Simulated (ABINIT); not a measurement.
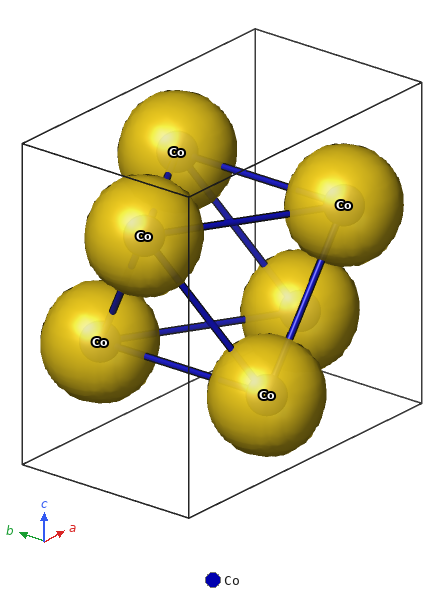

The picture shows: Co. Isosurface of the magnetisation density (up minus down) at +0.3 e/Å³ (yellow), seen at an oblique angle. Sticks mark near contacts.

Space group C2/m; a structure from a database of computed crystals, not necessarily the ambient phase; not relaxed (largest force 0.7 eV/Å); spin-polarised.

The calculation used Kohn-Sham DFT of a periodic cell, PBE, JTH PAW PBE v2.0 in ABINIT 10.8.3.

Core electrons are frozen (PAW), and the valence fields are smoothed inside the atomic spheres.

### Describe the spin distribution.

The spin density sits on Co: +1.7 μB (×4) in one cell of 4 atoms: parallel main moments (a ferromagnetic arrangement) in this solution. The cell of the calculation (2 atoms) carries 3.3 μB of net spin moment.
